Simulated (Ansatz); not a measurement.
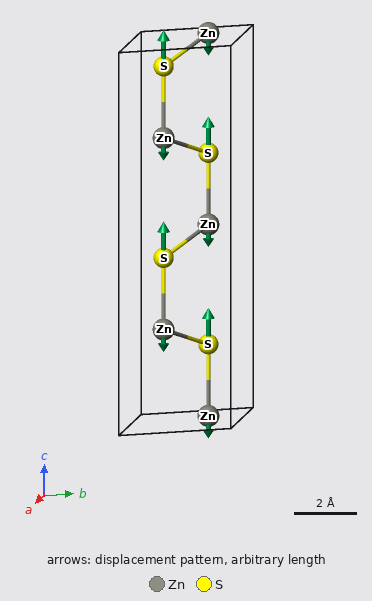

Phonons of a crystal of ZnS, at the zone centre of a doubled cell. The levels lie at 56 (×4), 70 (×2), 136 (×2), 188, 257, 263 (×2), 264 (×4), 268 (×2), 321, 323 (×2) cm⁻¹. One mode is drawn. Displacements are drawn as green arrows; their common scale and sign are arbitrary. Style: ball-and-stick. Shown: the cell of the calculation, slightly off an axis.

All numbers below come from DFT PBE, scalar-relativistic, plane waves, PAW (Ansatz 0.2.0). Settings: plane-wave cutoff 420 eV; k-point mesh 12 × 12 × 2; occupations gaussian; smearing width 0.05 eV; no spin polarisation.

Frequencies are those without the non-analytic (LO–TO) term.

Question: To which level does it belong?

Answer: The level at 257 cm⁻¹. This is a non-degenerate mode, level 5 of 10, counted from below (the three translations aside). The S sublattice moves against the Zn sublattice, along c of the drawn cell; it stretches the shortest S–Zn bonds (2.36 Å); the kinetic energy is shared as S 67 %, Zn 33 %. It repeats in both halves of the doubled cell: it is a zone-centre mode of the crystal.
